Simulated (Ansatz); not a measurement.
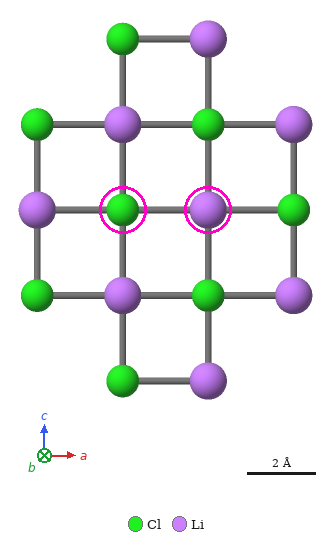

Perfect LiCl. A ball-and-stick model of the atoms within 5.4 Å of one point, in a slice 5.0 Å thick across the line of sight, seen along the b axis.

Method: DFT, PBEsol, PAW, plane waves in Ansatz 0.2.0. Settings: plane-wave cutoff 420 eV; k-point mesh 1 × 1 × 1; mesh shifted by (0.25, 0.25, 0.25); no spin polarisation. Fermi-Dirac smearing of 0.01 eV. The axes drawn are those of the host's conventional cell.

A lithium atom is taken out (a vacancy) and a chlorine atom is taken out (a vacancy), the two sites 2.5 Å apart at the ringed places, in charge state 0. The supercell has 64 sites, and the atoms are relaxed at the host's cell.

How do the neighbours respond?

Answer. Around the empty Li site the host had 6 Cl at 2.53 Å; after relaxation the nearest atoms are 5 Cl at 2.48 to 2.62 Å. Around the empty Cl site the host had 6 Li at 2.53 Å; after relaxation the nearest atoms are 5 Li at 2.74 to 2.83 Å. Of the host's atoms, a lithium atom moves furthest from its site, by 0.30 Å.

The relaxed defect, seen from the same direction:

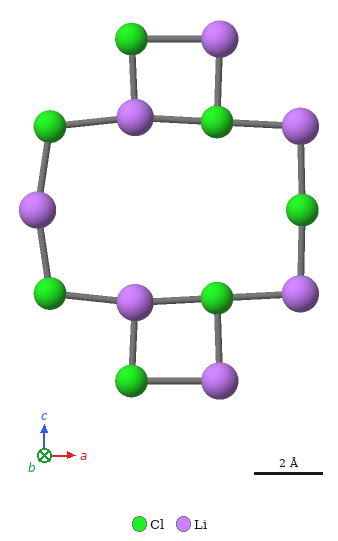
